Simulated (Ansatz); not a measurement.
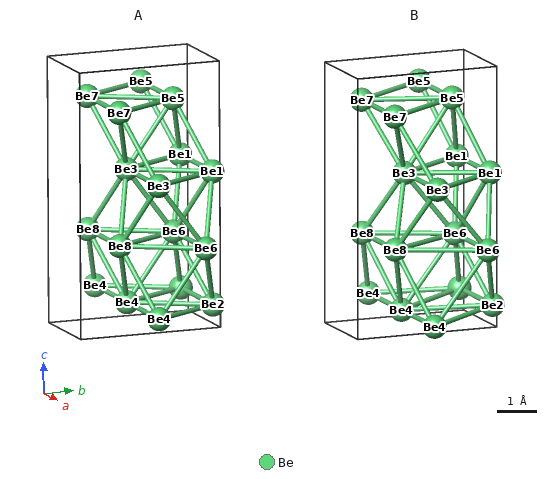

Two geometries of solid Be (built on the database_194 type) (coarse preliminary run), drawn at one scale. One is the start of a relaxation, the other its converged end. Style: ball-and-stick. Shown: the cell of the calculation, repeated 2 × 1 × 1 with one cell outlined, slightly off an axis.

These are results of DFT PBEsol, scalar-relativistic, plane waves, PAW in Ansatz, not measurements. Set-up: plane-wave cutoff 420 eV; k-point mesh 10 × 6 × 4; occupations gaussian; smearing width 0.1 eV; no spin polarisation; cell and atoms relaxed; force threshold 0.015 eV/Å; at most 120 steps.

Q: Which of the two is the end point?

A: Structure A is the relaxed one. The atom that moves furthest relative to the cell is Be4 (0.20 Å along [0 2 3]). The volume changes by +2.9 %, with a 2.281 → 2.274 Å (−0.3 %), b 3.867 → 3.901 Å (+0.9 %), c 6.917 → 7.075 Å (+2.3 %), α 89.4° → 90.0°, γ 88.7° → 90.0°. Among the contacts that change: Be4–Be5 1.954 → 2.203 Å, Be4–Be6 2.425 → 2.203 Å, Be6–Be8 2.040 → 2.258 Å, Be4–Be7 1.995 → 2.197 Å. The space group (tolerance 0.01 Å) goes from P1 (No. 1) to Cmcm (No. 63). Over 4 accepted moves (5 points after the start) the energy falls by 89.1 meV per atom. Largest force component: 2.3 eV/Å at the start, 0.00085 eV/Å at the end. The pressure goes from 7.20 to 0.01 GPa. The SCF was repeated once at an unchanged geometry on a basis and grid sized afresh for the cell, which shifted the energy by less than 0.05 meV per atom at most.
